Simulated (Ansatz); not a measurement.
**Single-point calculation of CuO (part 1 of 2)**

- system: CuO (P-6m2, 2 atoms in the cell)
- method: DFT LDA+U, scalar-relativistic, plane waves, PAW, Ueff = 6 eV on Cu atom 1 d, spin-polarised (Ansatz 0.2.0)

The structure was built on a prototype by a generator; it need not be a known phase. It belongs to a series of runs on one base structure; here: natural orbitals of the symmetric run, filled by rank. Figures and captions count atoms from 1; the log counts them from 0 in places.

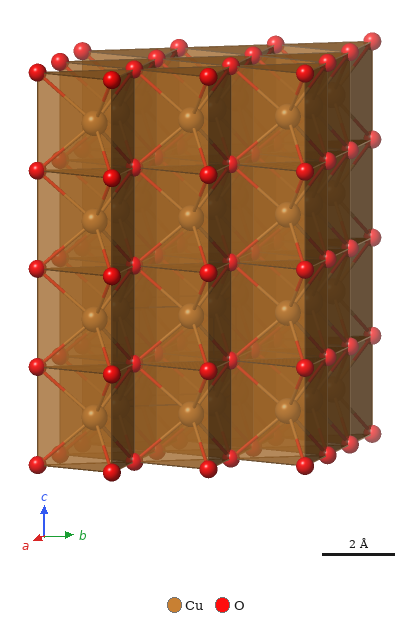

The structure (polyhedral view of the cell of the calculation, repeated 2 × 2 × 3, seen slightly off an axis; polyhedra are completed across the faces of the cell).

### Input
```yaml
crystal:
  lattice:
    - [2.83632511, 0.0, 0.0]
    - [-1.41816255, 2.4563296, 0.0]
    - [0.0, 0.0, 2.76811278]
  atoms:
    - { symbol: Cu, position: [0.0, 0.0, 0.0], spin: 1.0 }
    - { symbol: O, position: [0.6666666667, 0.3333333333, 0.5] }
basis:
  ecutwfc: 420
  ecutrho_ratio: 4
kpoints:
  mp_grid: { grid: [8, 8, 7] }
hamiltonian:
  xc: lda
  hubbard:
    sites:
      - { site: 0, l: d, u_eff: 6.0, starting_ns: [{ spin: up, occupation_matrix: s0up }, { spin: down, occupation_matrix: s0down }] }
    occupation_matrices:
      s0up:
        matrix:
          - [0.97, 0.0, 0.0, 0.0, 0.0]
          - [0.0, 0.97, 0.0, 0.0, 0.0]
          - [0.0, 0.0, 0.97, 0.0, 0.0]
          - [0.0, 0.0, 0.0, 0.97, 0.0]
          - [0.0, 0.0, 0.0, 0.0, 0.97]
      s0down:
        matrix:
          - [0.97, 0.0, 0.0, 0.0, 0.0]
          - [0.0, 0.02, 0.0, 0.0, 0.0]
          - [0.0, 0.0, 0.97, 0.0, 0.0]
          - [0.0, 0.0, 0.0, 0.97, 0.0]
          - [0.0, 0.0, 0.0, 0.0, 0.97]
    ns_hold: { iters: 10 }
scf:
  occupations: { method: gaussian, width: 0.05 }
  lower_state_search: "off"
  max_iter: 150
output:
  forces: true
  stress: true
  eigenvalues: true
  populations: true
  hubbard: { sites: [{ site: 0, l: d }] }
  write_density: true
  write_potential: true
  elf: true
  volumetric_format: npy
magnetization:
  spin_polarized: true
```

Launched with:
```bash
ansatz run input.yaml --threads 2 --pin off --max-ram 3072MiB --backend cpu --events-out ev --progress --plain --runs-dir out
```

### What the program printed
```
Warning: crystal.symmetry: narrowed to the stabiliser of the occupation matrices — unitary ops 12 → 4; lowered by the specified shell (site 0, l: d); largest admitted image defect 1.9e-9, smallest excluded 7.1e-1 — at a splitting's scale: the group the occupation matrices' own texture admits
Cu: projections on atomic orbitals take those of the free atom [Ne] 3s2 3p6 3d10 4s1, of charge +0.00 (hamiltonian.pseudopotentials.projection_atoms); the dataset's partial waves leave at most 2.0e-6 of an orbital's norm unspanned inside its sphere
O: projections on atomic orbitals take those of the free atom [He] 2s2 2p4, of charge +0.00 (hamiltonian.pseudopotentials.projection_atoms); the dataset's partial waves leave at most 1.9e-8 of an orbital's norm unspanned inside its sphere
Engine: ansatz 0.2.0, x86_64-unknown-linux-gnu
Pseudopotentials: kind: paw
Pseudopotential: Cu, paw, valence charge 19, recommended cutoff 420 eV (normal), Cu.paw.azcp
Pseudopotential: O, paw, valence charge 6, recommended cutoff 420 eV (normal), O.paw.azcp
Functional definition: SPW92
  exchange = slater_x
  correlation = pw_c
Crystal: 2 atoms, lattice volume = 19.285 Å³
Basis set: ecut = 420 eV, 405 PW (Γ)
Bands: 17, of which v1, the nominal top of the filled ones, is band 13 counted from 1 (12 counted from 0)
Symmetry: 4 space group operations
k-points: 84 of 448 (time reversal used)
Non-local potential: Cu, projectors of the file, l = 0: 3, l = 1: 2, l = 2: 3, l = 3: 1
Non-local potential: O, projectors of the file, l = 0: 2, l = 1: 2, l = 2: 1
PAW form: soft (Blöchl's): semilocal exchange-correlation on the pseudo side does not see the compensation charge
PAW frozen core: Cu, regenerated for the run's functional, and the local potential with it (the file was generated under x = pbe(κ = 0.804, μ = 0.2195149727645171), c = pbe(β = 0.06672455060314922))
PAW frozen core: O, regenerated for the run's functional, and the local potential with it (the file was generated under x = pbe(κ = 0.804, μ = 0.2195149727645171), c = pbe(β = 0.06672455060314922))
PAW one-centre angular grid: Cu, 590 points (default); XC on 64 Gauss nodes
PAW one-centre angular grid: O, 110 points (default); XC on 64 Gauss nodes
Initial density: superposition of atomic densities (chi_scale 0.1, normalization cell, long waves kept (reshape's long-wave potential 0.00 eV rms))
Starting moments: Σ|m| = 1 μB on 1 of 2 sites
Initial wavefunctions: pseudopotential atomic-orbital guess
Functional: x = slater, c = lda
```
